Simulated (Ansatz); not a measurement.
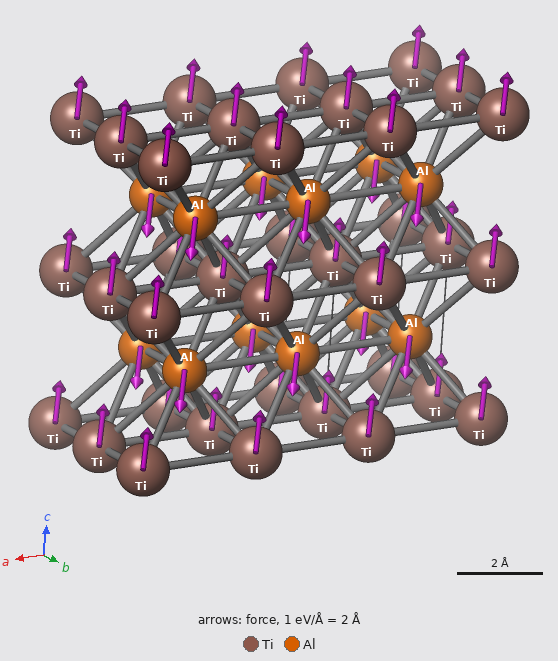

Starting geometry of a crystal of TiAl (set up in P1) with the computed forces as purple arrows. The picture is a ball-and-stick view of the cell of the calculation, repeated 3 × 2 × 2 with one cell outlined, seen from a free direction.

Case: all atoms moved at random, sigma 0.05 Å for each component, cell strained at random, sigma 0.1; relaxed back.

Method: Ansatz 0.2.0, DFT LDA, scalar-relativistic, plane waves, PAW. Set-up: plane-wave cutoff 420 eV; k-point mesh 12 × 12 × 8; occupations gaussian; smearing width 0.15 eV; no spin polarisation; cell and atoms relaxed; force threshold 0.01 eV/Å; at most 80 steps.

**What follows when this structure is relaxed?**

It isn't relaxed: the largest force vector, on Al atoms, is 0.63 eV/Å. The atoms end up moving mostly along the starting forces (cosine between the two patterns 0.96). The energy falls by 172 meV per atom in 5 accepted moves (7 points after the start). Largest force component: 0.44 eV/Å at the start, under 0.0001 eV/Å at the end. The pressure goes from 2.46 to 0.01 GPa. The SCF was repeated twice at an unchanged geometry on a basis and grid sized afresh for the cell, which shifted the energy by 1.7 meV per atom at most. The largest moves relative to the cell, 0.053 Å, are those of Ti and Al atoms. Largest moves by element: Ti 0.053 Å, Al 0.053 Å. The volume changes by −0.3 %, with a 2.916 → 2.769 Å (−5.1 %), b 2.808 → 2.769 Å (−1.4 %), c 3.789 → 3.992 Å (+5.3 %), α 83.4° → 90.0°, β 94.3° → 90.0°, γ 87.7° → 90.0°. Near-neighbour distances that change, for instance: Al–Ti 2.526 → 2.796 Å, Al–Ti 2.577 → 2.796 Å, Al–Ti 2.959 → 2.796 Å, Ti–Ti 2.916 → 2.769 Å. The space group (tolerance 0.01 Å) goes from P1 (No. 1) to P4/mmm (No. 123).
